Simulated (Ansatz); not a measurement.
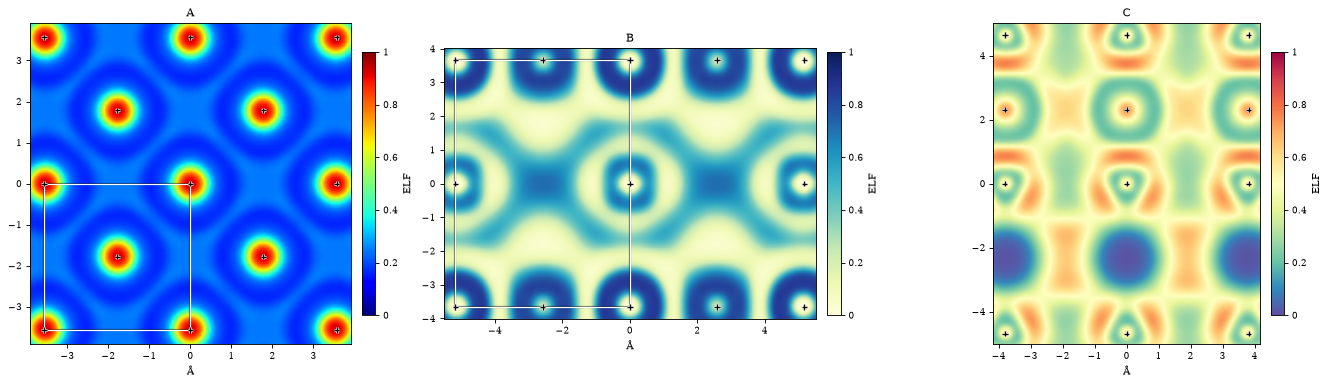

The ELF of 3 systems, each on a plane through atoms (crosses mark nuclei in the plane).

Computed with DFT PBEsol, scalar-relativistic, plane waves, PAW (Ansatz).

System 1: Si2Ni, the (101) plane of the conventional cell. Space group Cm; changed on purpose from its base cell (all atoms moved at random, sigma 0.02 A a component); computed without spin polarisation.

```
CELL_PARAMETERS angstrom
5.39141 2.69570 -2.69570
0.00000 2.69570 2.69570
0.00000 -2.69570 2.69570
ATOMIC_POSITIONS crystal
Si 0.75250 0.00019 0.25085
Si 0.25250 0.50019 0.25085
Si 0.24881 0.00063 0.74989
Si 0.74881 0.50063 0.74989
Ni 0.99787 0.00000 0.99926
Ni 0.49787 0.50000 0.99926
```

System 2: Sr3TiO, the (101) plane of the conventional cell. Space group Pm-3m; spin-polarised.

```
Sr Ti O
1.0
     5.17813    0.00000    0.00000
     0.00000    5.17813    0.00000
     0.00000    0.00000    5.17813
Sr Ti O
3 1 1
Direct
  0.00000 0.50000 0.50000
  0.50000 0.00000 0.50000
  0.50000 0.50000 0.00000
  0.00000 0.00000 0.00000
  0.50000 0.50000 0.50000
```

System 3: Cu, the (010) plane of the conventional cell. Space group Fm-3m; a structure from a database of computed crystals, not necessarily the ambient phase; computed without spin polarisation.

```yaml
crystal:
  lattice:
    - [3.56341, 0.00000, 0.00000]
    - [0.00000, 3.56341, 0.00000]
    - [0.00000, 0.00000, 3.56341]
  atoms:
    - { symbol: Cu, position: [0.00000, 0.00000, 0.00000] }
    - { symbol: Cu, position: [0.50000, 0.50000, 0.00000] }
    - { symbol: Cu, position: [0.50000, 0.00000, 0.50000] }
    - { symbol: Cu, position: [0.00000, 0.50000, 0.50000] }
```

Question: Match each panel to its system.

Answer: Panel A is system 3, Cu: the plane holds Cu. Cu–Cu (2.52 Å): the ELF is about 0.20 at the midpoint (no shared electron pair shows on this line). Panel B is system 2, Sr3TiO: the plane holds Sr, Ti and O. Sr–O (2.59 Å): the ELF is about 0.10 at the midpoint: no shared electron pair shows on this line. Panel C is system 1, Si2Ni: the plane holds Si and Ni. Si–Ni (2.31 Å): the ELF peaks at about 0.75 in the valence shell of Si, 0.9 Å from its nucleus, and is about 0.50 at the midpoint.
